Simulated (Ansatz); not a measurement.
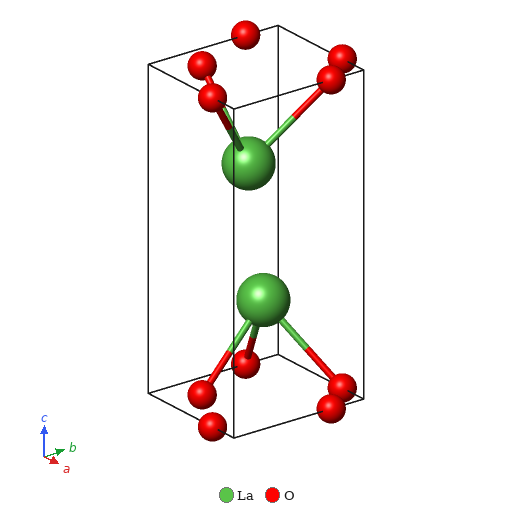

System: La₂O₃, space group P321 (No. 150). The picture shows the conventional cell.

Starting cell:
```
CELL_PARAMETERS angstrom
3.93000 0.00000 0.00000
-1.96500 3.40350 0.00000
0.00000 0.00000 6.12000
ATOMIC_POSITIONS crystal
La 0.33333 0.66667 0.25000
La 0.66667 0.33333 0.75000
O 0.25000 0.25000 0.00000
O 0.75000 0.00000 0.00000
O 0.00000 0.75000 0.00000
```

Method: periodic Kohn-Sham DFT of a crystal at fixed atoms, scaled to the stated factor times the given cell; pressure positive in compression (Ansatz 0.2.0). Level: PBE.

method frozen-core PAW; relativity scalar; k mesh 6×6×4; occupations Fermi–Dirac; smearing width 0.02 eV; wave cutoff 420 eV; PAW set soft_2.

V(given) is 16.37 Å³/atom.

Describe the result: the pressure and largest field gradient Vzz against V/V(given). The V/V(given) takes the values 0.96, 0.99, 1.02, 1.06.

The pressure falls from 50.5 GPa at V/V(given) 0.96 to 30.6 GPa at 1.06. The largest field gradient Vzz falls from −18.468 1e21 V/m² at V/V(given) 0.96 to −19.965 1e21 V/m² at 1.06.

```csv
V/V(given),pressure (GPa),largest field gradient Vzz (1e21 V/m²)
0.96,50.5,-18.468
0.99,43.7,-19.167
1.02,37.6,-19.635
1.06,30.6,-19.965
```

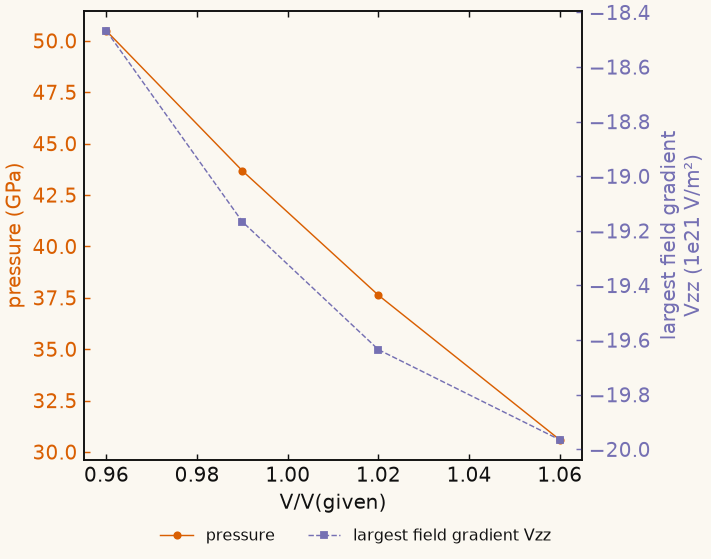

Limits of the calculation: field gradient without spin-orbit coupling on heavy atoms; no gap: field gradients move with the k mesh; no spin-orbit coupling on heavy atoms; the volumes run don't bracket the minimum of the energy, so any equilibrium value is extrapolated; shape and atomic fractions are frozen while scaling, which makes layered, chain and framework solids too stiff.
